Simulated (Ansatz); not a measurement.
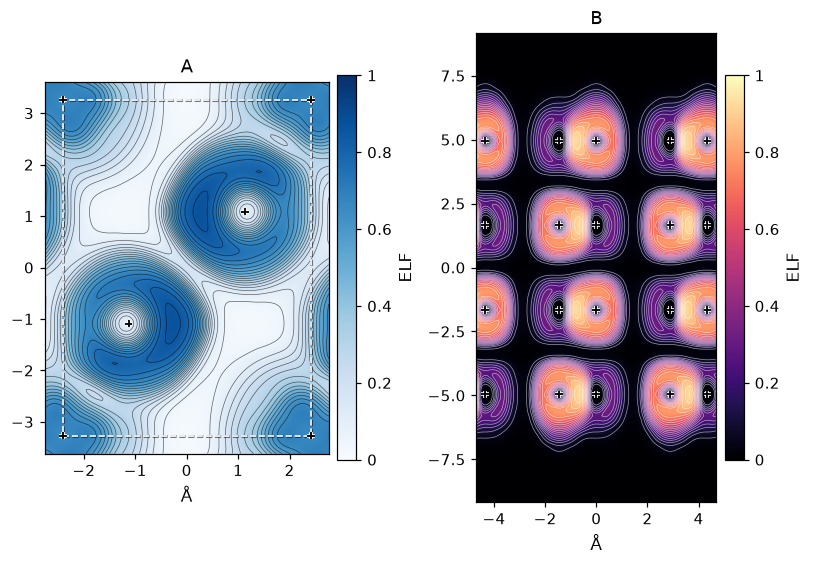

The electron localisation function of 2 systems, each on a plane through atoms (crosses mark nuclei in the plane).

Computed with DFT PBE+D3(BJ), scalar-relativistic, plane waves, PAW (Ansatz 0.2.0).

System 1: PtSe2, the (110) plane of the conventional cell. Space group P-3m1.

```
CELL_PARAMETERS angstrom
3.77170 0.00000 0.00000
-1.88585 3.26639 0.00000
0.00000 0.00000 4.82183
ATOMIC_POSITIONS crystal
Pt 0.00000 0.00000 0.00000
Se 0.33333 0.66667 0.26554
Se 0.66667 0.33333 0.73446
```

System 2: BN (slab), the (110) plane of the calculation cell, a cut from vacuum to vacuum. 

```xyz
8
Lattice="2.5064 0.0000 0.0000 -1.2532 2.1706 0.0000 0.0000 0.0000 26.9253" Properties=species:S:1:pos:R:3 pbc="T T T"
B     1.2532    0.7235    8.5000
N     0.0000    1.4471    8.5000
B     0.0000    1.4471   11.8083
N     1.2532    0.7235   11.8083
B     1.2532    0.7235   15.1169
N     0.0000    1.4471   15.1169
B     0.0000    1.4471   18.4252
N     1.2532    0.7235   18.4252
```

**Match each panel to its system.**

Panel A is system 1, PtSe2: the plane holds Pt and Se. Pt–Se (2.53 Å): the ELF is about 0.50 at the midpoint. Panel B is system 2, BN: the plane holds B and N. B–N (1.45 Å): the ELF peaks at about 0.95 between the atoms (a polar covalent bond).
